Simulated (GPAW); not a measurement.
# ZrC: optical spectrum from first principles, part 2 of 2

Aim: the dielectric function of ZrC, and the optical constants that follow from it. The cell comes from an older database entry, whose edges can differ from later determinations, mostly by under a per cent.

GPAW 26.7.0; DFT, revPBE, plane-wave PAW (GPAW data sets), scalar-relativistic, RPA, optical limit.

So far. Step 2 (Ground state): There are states at the Fermi level within the smearing, so the occupations stay smeared and the carriers get a Drude term.

The database entry behind the starting cell differs from later determinations by our own check (an axis about 0.7 % long against later determinations), so it need not match the best structure at ambient conditions.

### Step 4. Dielectric function, RPA

Transitions between filled and empty bands, summed over the zone, give the optical response, so mesh, band count and broadening shape it.

The induced potential is part of this response.

This step: DFT, revPBE, plane-wave PAW (GPAW data sets), scalar-relativistic, RPA, optical limit (GPAW 26.7.0).

The input, df.py:

```python
from gpaw.response.df import DielectricFunction

df = DielectricFunction('full.gpw', frequencies={'type': 'nonlinear', 'domega0': 0.03, 'omega2': 8},
                        ecut=30,
                        eta=0.1,
                        nbands=24,
                        rate=0.03,
                        txt='df.txt')
for direction in ['x']:
    df.get_dielectric_function(xc='RPA', direction=direction, filename=f'df_{direction}.csv')
```

Launch:

```console
> OMP_NUM_THREADS=1 python df.py
```

The log of the run:

```text
Using integrator: PointIntegrator
NonLinearFrequencyDescriptor(from 0.000 to 80.325 eV, 520 points)
Nonperiodic BCs:  [False False False]
Using integrator: PointIntegrator
NonLinearFrequencyDescriptor(from 0.000 to 80.325 eV, 520 points)
Nonperiodic BCs:  [False False False]
Using integrator: PointIntegrator

Calculating chi0 body with:
    Ground state adapter containing:
    Number of spins: 1
    Number of kpoints: 4096
    Number of irreducible kpoints: 145
    Number of completely occupied states: 5
    Number of partially occupied states: 9

    Linear response parametrization:
    q_c: [0.0, 0.0, 0.0]
    Number of frequency points: 520
    Planewave cutoff: 30.0
    Number of bands: 24
    Number of planewaves: 15
    Broadening (eta): 0.1

Integrating chi0 body.

Symmetries of q_c:
    Direct symmetries (Uq -> q): 48
    Indirect symmetries (TUq -> q): 0
In total 48 allowed symmetries.

145 groups of equivalent kpoints. 96.4599609375% reduction.

Integral kind: spectral function

Calculating chi0 optical extensions with:
    Ground state adapter containing:
    Number of spins: 1
    Number of kpoints: 4096
    Number of irreducible kpoints: 145
    Number of completely occupied states: 5
    Number of partially occupied states: 9

    Linear response parametrization:
    Number of frequency points: 520
    Planewave cutoff: 30.0
    Number of bands: 24
    Number of planewaves: 15
    Broadening (eta): 0.1
Integrating chi0 head and wings.

Symmetries of q_c:
    Direct symmetries (Uq -> q): 48
    Indirect symmetries (TUq -> q): 0
In total 48 allowed symmetries.

145 groups of equivalent kpoints. 96.4599609375% reduction.

Integral kind: spectral function wings

Calculating drude chi0 with:
    Number of frequency points:520
    Plasma frequency decay rate: 0.03 eV

    Ground state adapter containing:
    Number of spins: 1
    Number of kpoints: 4096
    Number of irreducible kpoints: 145
    Number of completely occupied states: 5
    Number of partially occupied states: 9

Symmetries of q_c:
    Direct symmetries (Uq -> q): 48
    Indirect symmetries (TUq -> q): 0
In total 48 allowed symmetries.

145 groups of equivalent kpoints. 96.4599609375% reduction.

Integral kind: intraband
Plasma frequency:
[[3.33+0.j 0.  -0.j 0.  -0.j]
 [0.  -0.j 3.33+0.j 0.  +0.j]
 [0.  -0.j 0.  +0.j 3.33+0.j]]
```

The job ended after 6.9 s (1 thread of Arm Neoverse V2, shared host; peak memory 0.23 GiB).

Some rows of df_x.csv (energy; Re and Im without local fields; Re and Im with them):

```text
0.000000, 12416.234359, 0.000000, 12415.732025, 0.000000
0.460735, -46.534486, 53.134927, -46.656234, 52.958760
0.943989, 3.704584, 31.354308, 3.640360, 31.198270
1.451455, 4.255582, 14.161499, 4.183304, 14.122861
1.984998, 2.305982, 16.822762, 2.245504, 16.769886
2.546682, 1.431380, 12.795156, 1.320413, 12.779443
3.138794, 4.156345, 10.948837, 4.077779, 10.920362
3.763875, 3.350774, 8.232192, 3.260567, 8.219339
4.424758, 1.707538, 10.984451, 1.638793, 10.953227
5.124608, 1.445512, 7.657430, 1.355476, 7.639689
5.866977, 1.777796, 8.544766, 1.730322, 8.546914
6.655862, -1.664759, 6.639802, -1.730099, 6.656531
7.495775, 0.595521, 8.360312, 0.529193, 8.417878
8.391833, -1.356005, 5.045887, -1.509135, 5.114004
9.349861, -0.651378, 4.549386, -0.845311, 4.620661
10.376517, -3.213174, 4.541742, -3.502164, 4.479230
11.479449, -1.928853, 1.862199, -2.162946, 1.619719
12.667487, -0.881736, 1.753102, -0.977634, 1.444699
13.950874, -0.708603, 1.442344, -0.581837, 1.271981
```

The Im ε, E ∥ x has structure finer than the step of the table below, so its rows give means over 0.5 eV, whole bins alone (the curve runs from 0.305 to 15.0 eV). Peaks (eV: height): 0.98: 32.5, 1.63: 19.4, 3.34: 12.6.

Sum at mesh points, not converged in k. The Im ε, E ∥ x by photon energy; means over each step:

```
photon energy (eV)  Im ε, E ∥ x
               1.0         26.5
               1.5         16.4
               2.0         15.3
               2.5         12.5
               3.0         10.1
               3.5         10.7
               4.0         9.59
               4.5         10.2
               5.0         8.36
               5.5         8.62
               6.0         8.85
               6.5         8.38
               7.0         6.56
               7.5         8.34
               8.0         5.74
               8.5         5.45
               9.0         4.72
               9.5         4.99
              10.0         5.11
              10.5         3.67
              11.0         2.24
              11.5         1.70
              12.0         1.28
              12.5         1.34
              13.0         1.29
              13.5         1.36
              14.0         1.25
              14.5         1.09
```

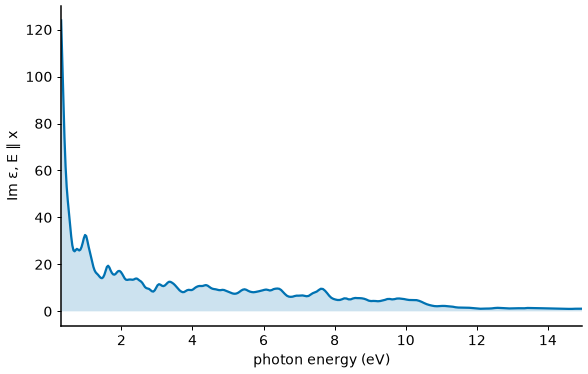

Im ε, E ∥ x against photon energy.

Values under 1 per cm are given as 1; sum at mesh points, not converged in k. Absorption coefficient, E ∥ x against photon energy:

```
photon energy (eV)  absorption coefficient, E ∥ x (1/cm)
              1.01                                 4.2e5
              1.99                                 5.4e5
              3.02                                 5.7e5
              3.98                                 6.9e5
              4.98                                 9.8e5
              6.02                                 1.2e6
              6.99                                 1.3e6
              8.03                                 1.6e6
              9.02                                 1.6e6
             10.03                                 2.0e6
             11.03                                 1.9e6
             12.02                                 1.6e6
             13.00                                 1.4e6
             14.04                                 1.4e6
```

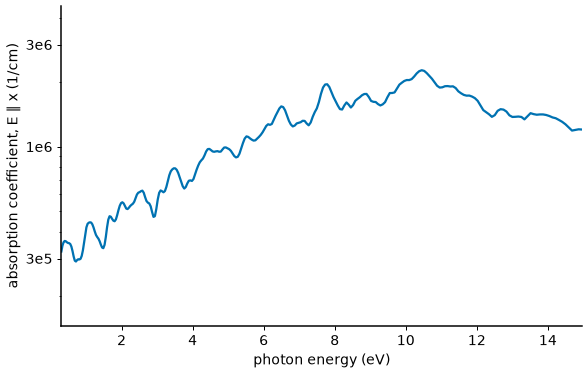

Absorption coefficient, E ∥ x against photon energy.

Sum at mesh points, not converged in k. Table of loss function −Im 1/ε at q → 0, E ∥ x by energy loss; read off at these points:

```
energy loss (eV)  loss function −Im 1/ε at q → 0, E ∥ x
             1.0                                 0.0310
             2.0                                 0.0600
             3.0                                 0.0726
             4.0                                 0.0898
             5.0                                  0.117
             6.0                                  0.107
             7.0                                  0.149
             8.0                                  0.154
             9.0                                  0.192
             9.3                                  0.215
            10.0                                  0.159
            11.0                                  0.205
            12.0                                  0.293
            13.0                                  0.594
            14.0                                  0.663
            14.7                                  0.907
```

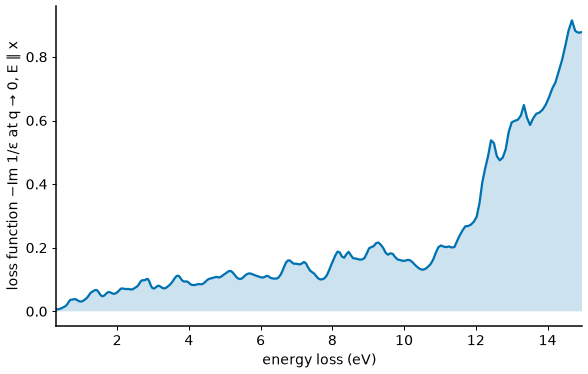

Loss function −Im 1/ε at q → 0, E ∥ x, plotted against energy loss.

The reflectivity at normal incidence, E ∥ x has structure finer than the step of the table below, so its rows give means over 0.5 eV, whole bins alone (the curve runs from 0.305 to 15.0 eV). Peaks (eV: height): 3.43: 42.5, 6.55: 45.4, 7.85: 51.4, 10.74: 59.7.

Sum at mesh points, not converged in k. Reflectivity at normal incidence, E ∥ x against photon energy; means over each step:

```
photon energy (eV)  reflectivity at normal incidence, E ∥ x (%)
               1.0                                         59.2
               1.5                                         47.8
               2.0                                         46.3
               2.5                                         43.1
               3.0                                         37.0
               3.5                                         39.7
               4.0                                         36.0
               4.5                                         39.5
               5.0                                         36.2
               5.5                                         36.1
               6.0                                         37.4
               6.5                                         42.4
               7.0                                         35.3
               7.5                                         39.7
               8.0                                         45.2
               8.5                                         38.8
               9.0                                         40.3
               9.5                                         36.8
              10.0                                         44.3
              10.5                                         55.7
              11.0                                         54.7
              11.5                                         54.8
              12.0                                         51.9
              12.5                                         38.4
              13.0                                         34.8
              13.5                                         30.2
              14.0                                         30.1
              14.5                                         25.8
```

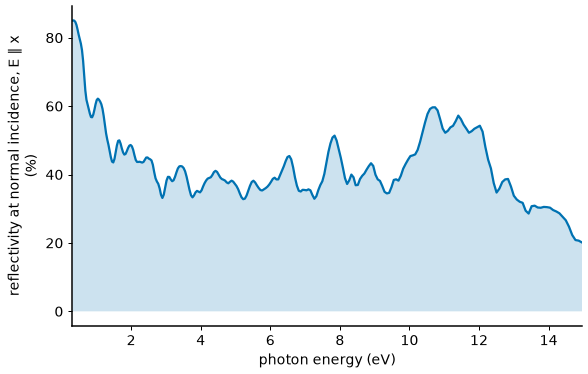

Reflectivity at normal incidence, E ∥ x against photon energy.

The Im ε, E ∥ x has structure finer than the step of the table below, so its rows give means over 0.5 eV, whole bins alone (the curve runs from 0.305 to 15.0 eV). Peaks (eV: height): without local fields 0.98: 32.7, 1.63: 19.5, 3.34: 12.6; with local fields 0.98: 32.5, 1.63: 19.4, 3.34: 12.6.

Sum at mesh points, not converged in k. Im ε, E ∥ x against photon energy; means over each step:

```
photon energy (eV)  without local fields  with local fields
               1.0                  26.6               26.5
               1.5                  16.5               16.4
               2.0                  15.3               15.3
               2.5                  12.5               12.5
               3.0                  10.2               10.1
               3.5                  10.8               10.7
               4.0                  9.65               9.59
               4.5                  10.2               10.2
               5.0                  8.37               8.36
               5.5                  8.65               8.62
               6.0                  8.86               8.85
               6.5                  8.37               8.38
               7.0                  6.54               6.56
               7.5                  8.28               8.34
               8.0                  5.66               5.74
               8.5                  5.39               5.45
               9.0                  4.67               4.72
               9.5                  4.93               4.99
              10.0                  5.13               5.11
              10.5                  3.75               3.67
              11.0                  2.41               2.24
              11.5                  1.93               1.70
              12.0                  1.48               1.28
              12.5                  1.64               1.34
              13.0                  1.62               1.29
              13.5                  1.67               1.36
              14.0                  1.43               1.25
              14.5                  1.21               1.09
```

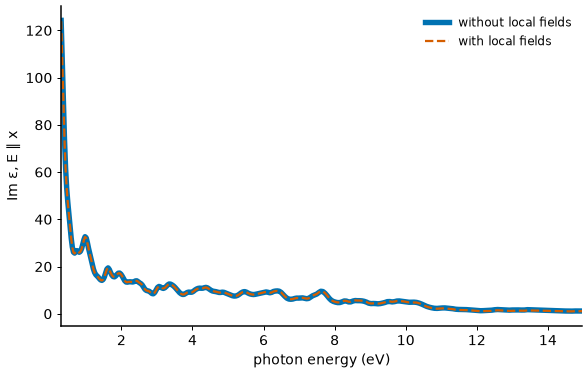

Im ε, E ∥ x, plotted against photon energy.

Optical constants at common wavelengths, from n + ik = √ε:

```
wavelength (nm)     n      k  R (%)     1/α
           1064  2.95  3.698   59.7   23 nm
            800  3.58  2.373   46.2   27 nm
            633  3.18  2.688   48.5   19 nm
            365  2.77  2.242   42.4   13 nm
            308  2.72  1.734   35.4   14 nm
            248  2.17  1.934   37.1   10 nm
            193  2.11  2.289   43.4  6.7 nm
```

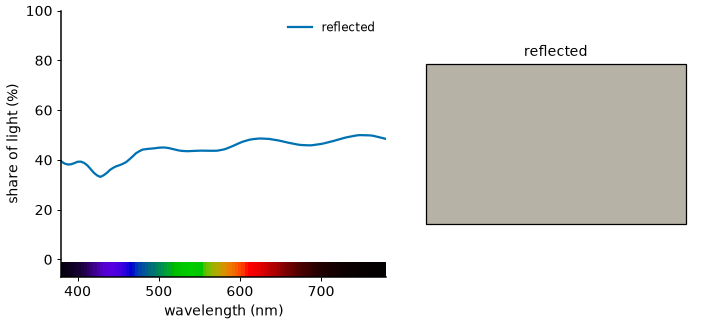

Light reflected across the visible range, with the colour that it makes of daylight (sRGB).

In reflection the computed colour is faintly yellow: x = 0.327, y = 0.345, luminous reflectivity 45 %.

### Step 5. Results

At this level (revPBE, RPA) ZrC is a metal. The mesh is too coarse to trust the carriers' weight, the reflectivity or the colour to better than tens of per cent. In reflection the computed colour is faintly yellow: x = 0.327, y = 0.345, luminous reflectivity 45 %. The carriers' damping of 0.03 eV is typed, not computed; it shapes the response at the lowest energies. In this version of GPAW the matrix elements of the optical limit are incomplete, which can lower ε − 1 by up to a tenth where first-row anions or d states rule, and shift it by more in d metals. GPAW's carrier term has the form −ωp²/(ω + i·rate)², which damps like twice the rate and fails at low energy, so the curves leave the lowest energies out. The sum runs over mesh points 0.14 Å⁻¹ apart with no interpolation, so peaks are partly noise of the mesh, and the Drude plasma energy, a sum over the Fermi surface, isn't converged.

[Machine, clock and banner lines and Python warnings are left out of the logs.]

[Logs are printed without paths, hosts, clocks, repeated set-up lines and the standing remarks that a program may print on its own settings, such as how far it seeks lower states.]

[Hosts, paths, dates, database ids (printed as entryN), source tags and the programs' standing remarks are cut or masked in the printed files.]
